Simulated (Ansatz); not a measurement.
**Run report: MoSe₂, single-point calculation (part 1 of 2)**

- system: MoSe₂ (P6₃/mmc, 6 atoms in the cell)
- method: DFT PBEsol+U, scalar-relativistic, plane waves, PAW, Ueff = 1 eV on Mo atom 1 d; Ueff = 1 eV on Mo atom 2 d, spin-polarised (Ansatz 0.2.0)

The structure derives from an entry of the Crystallography Open Database. It belongs to a series of runs on one base structure; here: antiferromagnetic start, free. Figures and captions count atoms from 1; the log counts them from 0 in places.

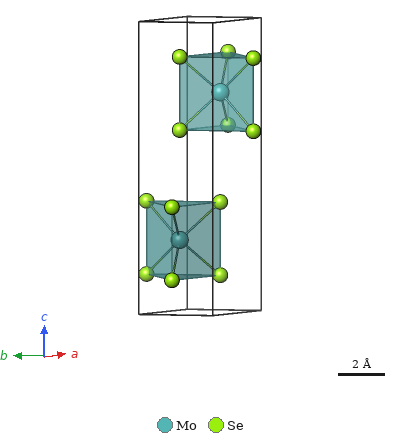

The structure as given in the input (polyhedral view of the cell of the calculation, seen at an oblique angle; polyhedra are completed across the faces of the cell).

## Results in brief

| quantity | value |
| --- | --- |
| outcome | converged |
| space group (tolerance 0.01 Å) | P6₃/mmc (194) |
| electrons treated | 92 |
| free energy | −31493.5241 eV |
| Fermi energy | 12.924 eV |
| gap on the k-point mesh | 1.02 eV |
| net moment of the cell | 0.00 μB |
| integrated absolute moment | 0.00 μB |
| pressure | 3.12 GPa |
| largest force (length of the vector) | 0.787 eV/Å |
| hardware | 4 threads of Intel Xeon @ 2.60GHz (Ice Lake), 24 GiB of memory available, shared host |
| wall time | 21 s (CPU time 79 s) |
| peak memory | 0.79 GiB |

## Remarks

The program warns: some starting moments were not kept; the typed occupations were not kept; the occupation matrices lower the symmetry.

## Input file
```yaml
crystal:
  lattice:
    - [3.28799957, 0.0, 0.0]
    - [-1.64399979, 2.84749116, 0.0]
    - [0.0, 0.0, 12.90000092]
  atoms:
    - { symbol: Mo, position: [0.3333333333, 0.6666666667, 0.25], spin: 2.0 }
    - { symbol: Mo, position: [0.6666666667, 0.3333333333, 0.75], spin: -2.0 }
    - { symbol: Se, position: [0.3333333333, 0.6666666667, 0.625] }
    - { symbol: Se, position: [0.6666666667, 0.3333333333, 0.125] }
    - { symbol: Se, position: [0.3333333333, 0.6666666667, 0.875] }
    - { symbol: Se, position: [0.6666666667, 0.3333333333, 0.375] }
basis:
  ecutwfc: 420
  ecutrho_ratio: 4
kpoints:
  mp_grid: { grid: [7, 7, 2] }
hamiltonian:
  xc: pbesol
  hubbard:
    sites:
      - { site: 0, l: d, u_eff: 1.0, starting_ns: [{ spin: up, occupation_matrix: s0up }, { spin: down, occupation_matrix: s0down }] }
      - { site: 1, l: d, u_eff: 1.0, starting_ns: [{ spin: up, occupation_matrix: s1up }, { spin: down, occupation_matrix: s1down }] }
    occupation_matrices:
      s0up:
        matrix:
          - [0.97, 0.0, 0.0, 0.0, 0.0]
          - [0.0, 0.02, 0.0, 0.0, 0.0]
          - [0.0, 0.0, 0.02, 0.0, 0.0]
          - [0.0, 0.0, 0.0, 0.02, 0.0]
          - [0.0, 0.0, 0.0, 0.0, 0.97]
      s0down:
        matrix:
          - [0.02, 0.0, 0.0, 0.0, 0.0]
          - [0.0, 0.02, 0.0, 0.0, 0.0]
          - [0.0, 0.0, 0.02, 0.0, 0.0]
          - [0.0, 0.0, 0.0, 0.02, 0.0]
          - [0.0, 0.0, 0.0, 0.0, 0.02]
      s1up:
        matrix:
          - [0.02, 0.0, 0.0, 0.0, 0.0]
          - [0.0, 0.02, 0.0, 0.0, 0.0]
          - [0.0, 0.0, 0.02, 0.0, 0.0]
          - [0.0, 0.0, 0.0, 0.02, 0.0]
          - [0.0, 0.0, 0.0, 0.0, 0.02]
      s1down:
        matrix:
          - [0.97, 0.0, 0.0, 0.0, 0.0]
          - [0.0, 0.02, 0.0, 0.0, 0.0]
          - [0.0, 0.0, 0.02, 0.0, 0.0]
          - [0.0, 0.0, 0.0, 0.02, 0.0]
          - [0.0, 0.0, 0.0, 0.0, 0.97]
    ns_hold: { iters: 8 }
scf:
  occupations: { method: gaussian, width: 0.05 }
  lower_state_search: "off"
  max_iter: 150
output:
  forces: true
  stress: true
  eigenvalues: true
  populations: true
  hubbard: { sites: [{ site: 0, l: d }, { site: 1, l: d }] }
  write_density: true
  write_potential: true
  elf: true
  volumetric_format: npy
magnetization:
  spin_polarized: true
```

Launched with:
```bash
ansatz run input.yaml --threads 4 --pin off --max-ram 6144MiB --backend cpu --events-out ev --progress --plain --runs-dir out
```

## What the program printed
```
Warning: crystal.symmetry: narrowed to the stabiliser of the occupation matrices — unitary ops 12 → 4, anti-unitary 12 → 4; lowered by the specified shells (site 0, l: d), (site 1, l: d); largest admitted image defect 3.3e-9, smallest excluded 7.1e-1 — at a splitting's scale: the group the occupation matrices' own texture admits
Mo: projections on atomic orbitals take those of the free atom [Ar 3d10] 4s2 4p6 4d5 5s1, of charge +0.00 (hamiltonian.pseudopotentials.projection_atoms); the dataset's partial waves leave at most 6.0e-6 of an orbital's norm unspanned inside its sphere
Se: projections on atomic orbitals take those of the free atom [Ar] 3d10 4s2 4p4, of charge +0.00 (hamiltonian.pseudopotentials.projection_atoms); the dataset's partial waves leave at most 2.3e-6 of an orbital's norm unspanned inside its sphere
Engine: ansatz 0.2.0, x86_64-unknown-linux-gnu
Pseudopotentials: kind: paw
Pseudopotential: Mo, paw, valence charge 14, recommended cutoff 420 eV (normal), Mo.paw.azcp
Pseudopotential: Se, paw, valence charge 16, recommended cutoff 420 eV (normal), Se.paw.azcp
Functional definition: PBEsol
  exchange = pbesol_x
  correlation = pbesol_c
Crystal: 6 atoms, lattice volume = 120.777 Å³
Basis set: ecut = 420 eV, 2395 PW (Γ), exchange–correlation on 48×48×180 points (8 copies of the dense FFT grid, shifted against one another)
Bands: 58, of which v1, the nominal top of the filled ones, is band 46 counted from 1 (45 counted from 0)
Symmetry: 4 space group operations
k-points: 32 of 98 (time reversal used)
Non-local potential: Mo, projectors of the file, l = 0: 3, l = 1: 2, l = 2: 2, l = 3: 1
Non-local potential: Se, projectors of the file, l = 0: 2, l = 1: 2, l = 2: 3, l = 3: 1
PAW form: soft (Blöchl's): semilocal exchange-correlation on the pseudo side does not see the compensation charge
PAW frozen core: Mo, regenerated for the run's functional, and the local potential with it (the file was generated under x = pbe(κ = 0.804, μ = 0.2195149727645171), c = pbe(β = 0.06672455060314922))
PAW frozen core: Se, regenerated for the run's functional, and the local potential with it (the file was generated under x = pbe(κ = 0.804, μ = 0.2195149727645171), c = pbe(β = 0.06672455060314922))
PAW one-centre angular grid: Mo, 590 points (default); XC on 64 Gauss nodes
PAW one-centre angular grid: Se, 590 points (default); XC on 64 Gauss nodes
Initial density: superposition of atomic densities (chi_scale 0.1, normalization cell)
Starting moments: Σ|m| = 4 μB on 2 of 6 sites
Initial wavefunctions: pseudopotential atomic-orbital guess
Functional: x = pbesol(κ = 0.804, μ = 0.12345679012345678), c = pbesol(β = 0.046)
SCF iter   1: F=—  HF=-31492.707703 eV  |F-HF|=—  |Δ(HF+E_count)|=         —  Δρ=6.25e-2 (↑6.25e-2 ↓6.25e-2)  dr2=1.02e1  dr2_m=2.75e0  M=-0.000 μB ∫|m|=1.207 μB  β_m=0.30  ethr=3.10e-3  ⟨swp⟩=6.2  Hψ=13277  notcnv=0  defer=22
preconditioner: auto → Resta (q_TF=auto, 2.607 Å⁻¹)  ε∞=5.0  [insulator: Δε(μ)=0.113 eV  Ē_g=10.087 eV  σ=0.050 eV  W_gap=0.87  n_scr=40 (ndim 8)  ℏωp=20.3 eV  f_vac=0.027  D(μ)=0.45/eV (n_scr^D=2)  ε∞_Penn≈5.0]
spin=Collinear: Resta preconditioning applied to the charge; magnetization (m = ρ↑ − ρ↓) channel mixes plain (no charge-response kernel on spin).
SCF iter   2: F=—  HF=-31491.310482 eV  |F-HF|=—  |Δ(HF+E_count)|=    1.40e0  Δρ=3.89e-2 (↑3.89e-2 ↓3.89e-2)  dr2=1.71e0  dr2_m=1.33e0  M=0.000 μB ∫|m|=1.210 μB  β_m=0.30  ethr=3.10e-3  ⟨swp⟩=2.9  Hψ=5892  notcnv=0  defer=268
preconditioner: auto → Kerker (q_TF=auto, 2.607 Å⁻¹)  [metal: Δε(μ)=0.034 eV  Ē_g=9.746 eV  σ=0.050 eV  W_gap=0.36  n_scr=40 (ndim 8)  ℏωp=20.3 eV  f_vac=0.031  D(μ)=1.56/eV (n_scr^D=6)]
spin=Collinear: Kerker preconditioning applied to the charge; magnetization (m = ρ↑ − ρ↓) channel mixes plain (no charge-response kernel on spin).
SCF iter   3: F=—  HF=-31491.249203 eV  |F-HF|=—  |Δ(HF+E_count)|=   6.13e-2  Δρ=2.67e-2 (↑2.67e-2 ↓2.67e-2)  dr2=1.02e0  dr2_m=6.85e-1  M=0.000 μB ∫|m|=1.121 μB  β_m=0.30  ethr=1.86e-3  ⟨swp⟩=2.0  Hψ=4538  notcnv=0  defer=268
SCF iter   4: F=—  HF=-31491.198822 eV  |F-HF|=—  |Δ(HF+E_count)|=   5.04e-2  Δρ=1.96e-2 (↑1.96e-2 ↓1.96e-2)  dr2=2.47e-1  dr2_m=3.87e-1  M=-0.000 μB ∫|m|=0.952 μB  β_m=0.30  ethr=1.11e-3  ⟨swp⟩=2.1  Hψ=5230  notcnv=0  defer=260
SCF iter   5: F=—  HF=-31491.214362 eV  |F-HF|=—  |Δ(HF+E_count)|=   1.55e-2  Δρ=1.38e-2 (↑1.38e-2 ↓1.38e-2)  dr2=8.15e-2  dr2_m=2.04e-1  M=0.000 μB ∫|m|=0.881 μB  β_m=0.30  ethr=2.69e-4  ⟨swp⟩=2.1  Hψ=5260  notcnv=0  defer=260
SCF iter   6: F=—  HF=-31491.253119 eV  |F-HF|=—  |Δ(HF+E_count)|=   3.88e-2  Δρ=1.04e-2 (↑1.04e-2 ↓1.04e-2)  dr2=4.02e-2  dr2_m=1.15e-1  M=0.000 μB ∫|m|=0.786 μB  β_m=0.30  ethr=8.86e-5  ⟨swp⟩=2.0  Hψ=7136  notcnv=0  defer=260
SCF iter   7: F=—  HF=-31491.263710 eV  |F-HF|=—  |Δ(HF+E_count)|=   1.06e-2  Δρ=7.55e-3 (↑7.55e-3 ↓7.55e-3)  dr2=1.90e-3  dr2_m=6.26e-2  M=0.000 μB ∫|m|=0.733 μB  β_m=0.30  ethr=4.37e-5  ⟨swp⟩=2.2  Hψ=5468  notcnv=0  defer=260
SCF iter   8: F=—  HF=-31491.274973 eV  |F-HF|=—  |Δ(HF+E_count)|=   1.13e-2  Δρ=5.66e-3 (↑5.66e-3 ↓5.66e-3)  dr2=5.96e-4  dr2_m=3.52e-2  M=0.000 μB ∫|m|=0.685 μB  β_m=0.30  ethr=2.07e-6  ⟨swp⟩=2.1  Hψ=6394  notcnv=0  defer=260
Mixer restart at iter 8: flushing history
spin-set hold released at iteration 8 (site moments contracting): the magnetisation degrees of freedom join the quasi-Newton model from the next iteration; the mixer history was flushed
SCF iter   9: F=—  HF=-31491.281705 eV  |F-HF|=—  |Δ(HF+E_count)|=   6.73e-3  Δρ=4.25e-3 (↑4.25e-3 ↓4.25e-3)  dr2=3.44e-4  dr2_m=1.99e-2  M=0.000 μB ∫|m|=0.648 μB  β_m=0.30  ethr=6.48e-7  ⟨swp⟩=2.0  Hψ=6268  notcnv=0  defer=260
Mixer restart at iter 9: flushing history
SCF iter  10: F=—  HF=-31492.165423 eV  |F-HF|=—  |Δ(HF+E_count)|=         —  Δρ=4.05e-3 (↑4.05e-3 ↓4.05e-3)  dr2=1.87e-2  dr2_m=1.63e-2  M=0.000 μB ∫|m|=0.556 μB  β_m=0.30  ethr=3.74e-7  ⟨swp⟩=3.1  Hψ=5356  notcnv=0  defer=260
SCF iter  11: F=—  HF=-31492.825391 eV  |F-HF|=—  |Δ(HF+E_count)|=   6.60e-1  Δρ=3.89e-3 (↑3.89e-3 ↓3.89e-3)  dr2=4.03e-2  dr2_m=1.31e-2  M=0.000 μB ∫|m|=0.454 μB  β_m=0.65  ethr=3.74e-7  ⟨swp⟩=2.5  Hψ=6922  notcnv=0  defer=260
SCF iter  12: F=—  HF=-31493.520898 eV  |F-HF|=—  |Δ(HF+E_count)|=   6.96e-1  Δρ=2.12e-3 (↑2.12e-3 ↓2.12e-3)  dr2=7.37e-3  dr2_m=3.12e-3  M=0.000 μB ∫|m|=0.118 μB  β_m=0.67  ethr=3.74e-7  ⟨swp⟩=3.8  Hψ=9217  notcnv=0  defer=254
SCF iter  13: F=—  HF=-31493.523024 eV  |F-HF|=—  |Δ(HF+E_count)|=   2.13e-3  Δρ=1.10e-3 (↑1.10e-3 ↓1.10e-3)  dr2=3.81e-3  dr2_m=1.07e-3  M=0.000 μB ∫|m|=0.073 μB  β_m=0.83  ethr=3.74e-7  ⟨swp⟩=2.8  Hψ=7404  notcnv=0  defer=248
SCF iter  14: F=—  HF=-31493.524198 eV  |F-HF|=—  |Δ(HF+E_count)|=   1.17e-3  Δρ=2.34e-4 (↑2.34e-4 ↓2.34e-4)  dr2=5.72e-4  dr2_m=3.67e-5  M=0.000 μB ∫|m|=0.015 μB  β_m=0.78  ethr=3.74e-7  ⟨swp⟩=2.1  Hψ=6412  notcnv=0  defer=248
SCF iter  15: F=—  HF=-31493.524124 eV  |F-HF|=—  |Δ(HF+E_count)|=   7.41e-5  Δρ=1.10e-4 (↑1.10e-4 ↓1.10e-4)  dr2=2.59e-4  dr2_m=1.11e-6  M=0.000 μB ∫|m|=0.002 μB  β_m=0.89  ethr=3.74e-7  ⟨swp⟩=2.0  Hψ=6276  notcnv=0  defer=248
SCF iter  16: F=—  HF=-31493.524100 eV  |F-HF|=—  |Δ(HF+E_count)|=   2.37e-5  Δρ=5.55e-5 (↑5.55e-5 ↓5.55e-5)  dr2=5.48e-5  dr2_m=1.00e-6  M=0.000 μB ∫|m|=0.002 μB  β_m=0.95  ethr=2.82e-7  ⟨swp⟩=2.0  Hψ=4102  notcnv=0  defer=248
SCF iter  17: F=—  HF=-31493.524105 eV  |F-HF|=—  |Δ(HF+E_count)|=   4.57e-6  Δρ=2.09e-5 (↑2.09e-5 ↓2.09e-5)  dr2=1.34e-6  dr2_m=3.06e-7  M=0.000 μB ∫|m|=0.001 μB  β_m=0.97  ethr=5.96e-8  ⟨swp⟩=2.0  Hψ=4368  notcnv=0  defer=248
iter 18 did not close the SCF: its close was put off for a magnetic moment that had not settled (scf_convergence_deferred on its scf_iter line)
SCF iter  18: F=-31493.524106 eV  HF=-31493.524106 eV  |F-HF|=1.10e-8  |Δ(HF+E_count)|=   9.40e-7  Δρ=3.67e-6 (↑3.66e-6 ↓3.67e-6)  dr2=6.70e-8  dr2_m=4.55e-9  M=0.000 μB ∫|m|=0.000 μB  β_m=0.99  ethr=1.09e-10  ⟨swp⟩=13.9  Hψ=27861  notcnv=0
iter 19 did not close the SCF: its close was put off for a magnetic moment that had not settled (scf_convergence_deferred on its scf_iter line)
SCF iter  19: F=-31493.524106 eV  HF=-31493.524106 eV  |F-HF|=2.14e-9  |Δ(HF+E_count)|=   3.99e-8  Δρ=8.38e-7 (↑8.38e-7 ↓8.32e-7)  dr2=3.22e-9  dr2_m=1.85e-10  M=0.000 μB ∫|m|=0.000 μB  β_m=0.99  ethr=7.29e-11  ⟨swp⟩=5.6  Hψ=22131  notcnv=0
SCF iter  20: F=-31493.524106 eV  HF=-31493.524106 eV  |F-HF|=1.38e-10  |Δ(HF+E_count)|=   3.13e-9  Δρ=2.85e-7 (↑2.85e-7 ↓2.58e-7)  dr2=6.43e-10  dr2_m=1.09e-11  M=0.000 μB ∫|m|=0.000 μB  ethr=3.50e-12  ⟨swp⟩=4.9  Hψ=19538  notcnv=0
WARN: the starting moments were not kept: the SCF closed with an absolute magnetisation of 7.6e-6 μB, where they sum to 4 μB in size (2 sites). That is at most 0.1 of that sum. Measured as dr2_m measures the in/out step, that magnetisation stands 3.6e-12 eV from none, at or under the dr2_threshold of 1.0e-7 eV: it is no larger than a step whose dr2_m would equal this threshold. The system may hold no moment; this SCF shows only that its start led to no more than that. To try another start: raise the starting moments (crystal.atoms[].spin, magnetization.per_species, magnetization.initial_magnetization, or on a non-collinear deck that types none of these the spinor_matrix: blocks that start its atoms; where the total moment is fixed, keep their sum and leave initial_magnetization as it is; typed ones take the place of any that the run laid by itself, positive ones on a crystal's lanthanoids without a Hubbard term where scf.initial_density.shell_occupations: [] is typed) or, if the notice of its spin-set hold's release reads "site moments contracting" or "site moments show no strong build", lengthen the hold (scf.mixing.spin_hold: { on: { confirm: 4 } }; for m-r²SCAN on two components see the key's manual first). Each may lead to a state that holds a moment. A second SCF, from the converged charge density, with the starting moments and any scf.initial_density.shell_occupations laid on it anew, would have followed, and was not run: the deck does not ask for one (magnetization.retry_lost_moments is false, the default). To let it run, set magnetization.retry_lost_moments: true and run the deck again, where that key's refused combinations let it; where memory then withholds it, that run's warning says so.
WARN: hamiltonian.hubbard: on 4 of 4 specified blocks the occupation matrix of this SCF's result fails the test of the specified filling. At site 0 ↑ (sites count from 0 in the list of atoms of the cell that this SCF solves) the least filled combination of the orbitals specified full has occupation 0.541, and the fullest combination of the orbitals specified empty has occupation 0.541; the filling counts as kept where the first is at least 0.75 and exceeds the second by more than 0.25. The same holds at site 0 ↓, site 1 ↑, site 1 ↓. The state of this SCF's result may not hold the specified filling, though these bounds can also misjudge a state that does. This warning does not say which state is lower in energy, or whether the specified filling is a self-consistent state at all; see hamiltonian.hubbard.sites[].starting_ns, Limitations, and scf.initial_density.shell_occupations in the input reference
SCF 1 converged in 20 iterations: F = -31493.524106 eV  dr2 = 6.43e-10
  greatest PAW one-centre occupation: 1.000 electrons in one spin orbital (limit 2), on the Se atom at site 5 (counted from 0), in its partial waves of l = 2
```

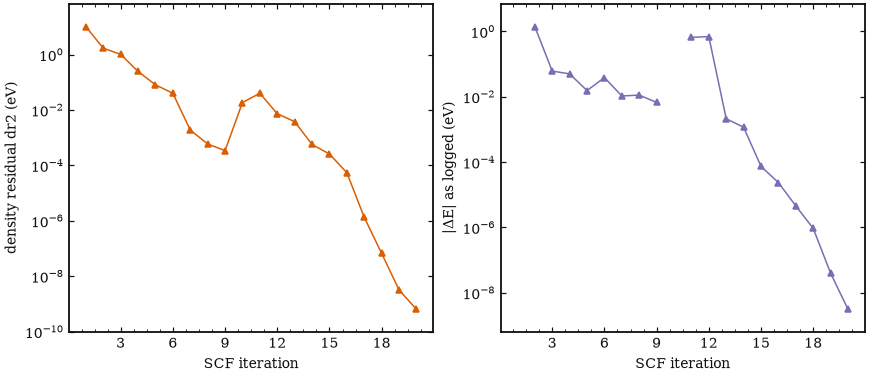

Convergence of the self-consistent field: density residual dr2 and size of the energy change against the SCF iteration. The residual falls unevenly and jumps up by a factor of two or more 2 times on the way down.
